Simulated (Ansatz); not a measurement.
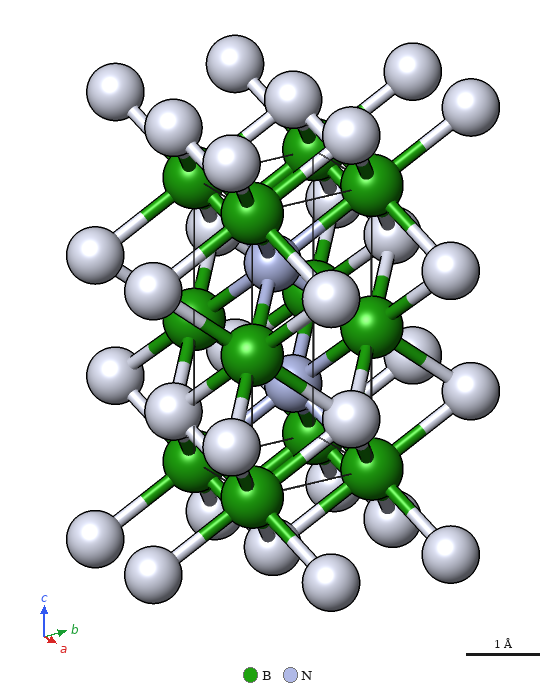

A ball-and-stick rendering, viewed slightly off an axis. One unit cell is outlined, and atoms on its boundary appear in each equivalent place. Bonded atoms from the next cells complete the picture, in fainter colours.

BN, a = 2.491 Å, b = 2.479 Å, c = 4.001 Å, α = 90.00°, β = 90.00°, γ = 119.52°. Strictly the space group is P2_1/m (No. 11, within 0.01 Å). It is a distorted form of a primitive hexagonal structure, space group P6_3/mmc (No. 194) within 0.25 Å: anti-NiAs type. The cell started as a structure type filled with these elements by a generator (whether the compound takes this form wasn't checked). The cell was then strained or its atoms displaced on purpose. A calculation with Ansatz used it as input.

This one geometry was computed with Ansatz (DFT, plane waves, PAW) at three levels of theory: HSE06, r2SCAN and PBE. It was relaxed with r2SCAN and then strained.

Question: Which level gives the highest pressure at this volume, and what does that say about its equilibrium volume?

Answer: Highest: PBE (4.8 GPa), which points to the largest equilibrium volume. Lowest, with the smallest volume: HSE06 (-7.7 GPa). Levels within 0.5 GPa of each other can't be told apart.

Question: How does the band gap change with the level of theory?

Answer: PBE: a gap of 1.56 eV, indirect; r2SCAN: a gap of 1.80 eV, indirect; HSE06: a gap of 2.58 eV, indirect.

Question: Collect the results in a table.

Answer:
| level | cutoff (eV) | k-mesh of the run's cell | gap (eV) | pressure (GPa) |
| --- | --- | --- | --- | --- |
| HSE06 | 420 | 9×9×4 | 2.58 | -7.7 |
| r2SCAN | 500 | 12×12×6 | 1.80 | 0.1 |
| PBE | 420 | 12×12×6 | 1.56 | 4.8 |

Gaps are taken on the k-mesh or band path of each run.
